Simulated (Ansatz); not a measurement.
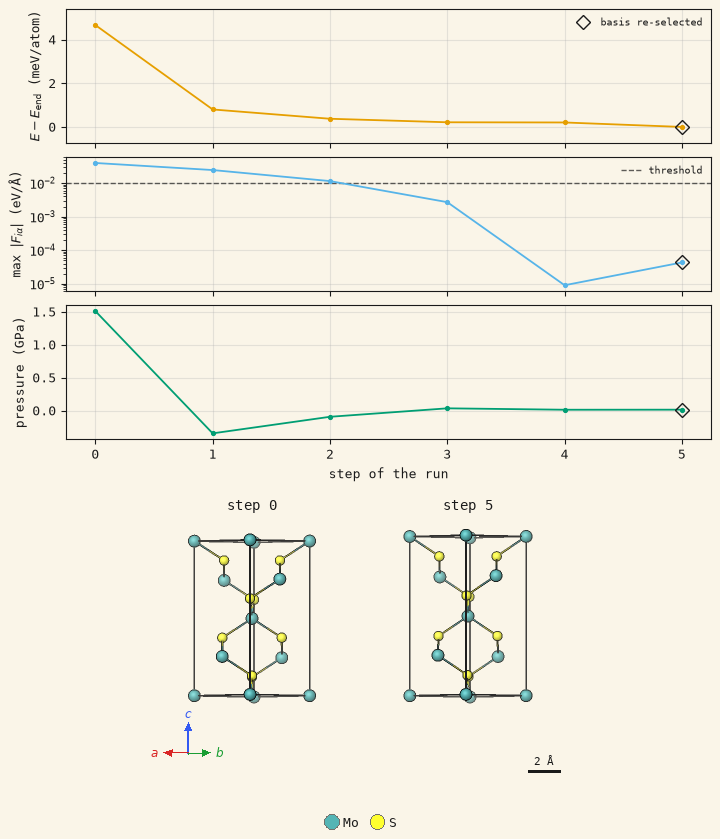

First and last geometry of a relaxation of crystalline MoS$_{2}$ (built on the SiO2-122 type type), with the history of the run. The picture is a ball-and-stick view of the conventional cell (2 times the calculation's cell), seen from a free direction. Lengths and directions refer to the drawn axes.

Computed with DFT, r2SCAN+rVV10, plane waves, PAW in Ansatz 0.2.0. Set-up: plane-wave cutoff 500 eV; k-point mesh 6 × 6 × 6; occupations fermi dirac; smearing width 0.03 eV; no spin polarisation; cell and atoms relaxed; force threshold 0.01 eV/Å; at most 120 steps.

Read the history and describe the run.

Answer. It converged. Over 4 accepted moves (5 points after the start) the energy falls by 4.7 meV per atom. The largest force component goes from 0.04 to under 0.0001 eV/Å. The pressure goes from 1.51 to 0.01 GPa. At 1 point the geometry stayed and the basis and grid were re-selected for the new cell (energy shift of 0.2 meV per atom at most each time). The largest moves relative to the cell, 0.047 Å, are those of S atoms. Mo stays in place. Cell: a = b 5.167 → 5.212 Å (+0.9 %), c 9.797 → 10.090 Å (+3.0 %). Volume +4.8 %. Among the contacts that change: Mo–S 2.250 → 2.255 Å. Among the angles between lasting bonds that change: Mo–S–Mo 104.6° → 107.0°, S–Mo–S 114.0° → 112.0°. The space group stays I-42d (No. 122). The run took 110 s on 2 threads of AMD EPYC 7R13 Processor (Zen 3) (shared host), peak memory 1.2 GiB.
